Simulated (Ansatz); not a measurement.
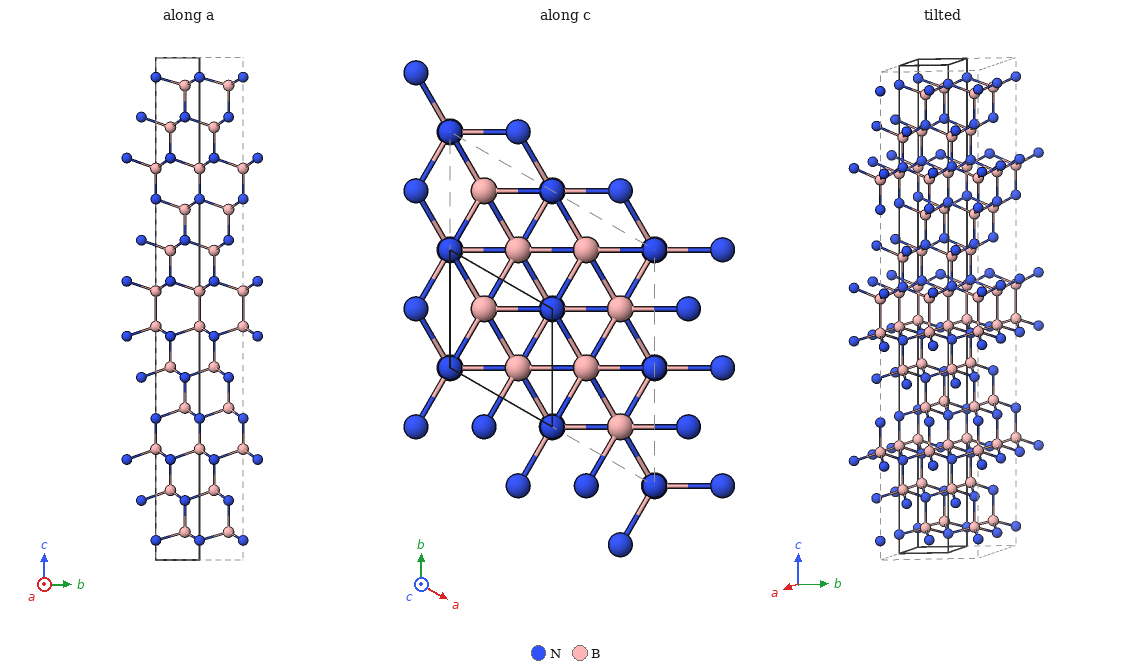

A ball-and-stick picture of a crystal structure, seen along the a axis, along the c axis and slightly off an axis. The drawing covers 2×2×1 cells, and the solid lines enclose one conventional unit cell. Some neighbours outside the box are added.

What is this?

The formula is BN. The atoms follow space group P-6m2 (No. 187); the Bravais lattice is primitive hexagonal. The cell has 24 atoms, namely 12 B, 12 N. The coordination, counted out to bonding distance, is B 4 and N 3 to 4 (mean 3.8). The bonds build BN layers parallel to (001).

It goes back to a structure listed in the Materials Project. It was relaxed with DFT PBE, scalar-relativistic, plane waves, PAW in Ansatz 0.2.0 under a constraint or pressure on the cell, so some stress remains.
